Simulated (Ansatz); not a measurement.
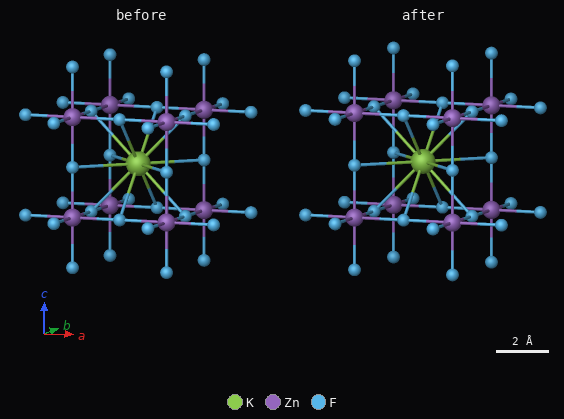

The structure of a crystal of KZnF₃ (a generated structure, set up in Pm-3m) (coarse preliminary run) before (left) and after (right) a relaxation, at one scale.

A ball-and-stick model of the cell of the calculation, seen slightly off an axis.

Case: Mg → Zn on all its sites, cell and atoms relaxed.

Method: DFT PBE, scalar-relativistic, plane waves, PAW in Ansatz. (plane-wave cutoff 420 eV; k-point mesh 6 × 6 × 6; occupations gaussian; smearing width 0.1 eV; no spin polarisation; cell and atoms relaxed; force threshold 0.05 eV/Å; at most 60 steps)

### Describe what moved and what it gained.

The energy falls by 54.8 meV per atom in 3 accepted moves (5 points after the start). All forces vanish by symmetry, so only the cell relaxes. The pressure goes from 11.88 to 0.38 GPa. At 2 points the geometry stayed and the basis and grid were re-selected for the new cell (energy shift of 9.7 meV per atom at most each time). No atom moves by more than 0.005 Å relative to the cell. The drawn cell changes as follows: a = b = c 3.957 → 4.120 Å (+4.1 %); the volume changes by +12.9 %. Near-neighbour distances that change, for instance: F–K 2.798 → 2.913 Å, F–Zn 1.979 → 2.060 Å. The space group stays Pm-3m (No. 221).
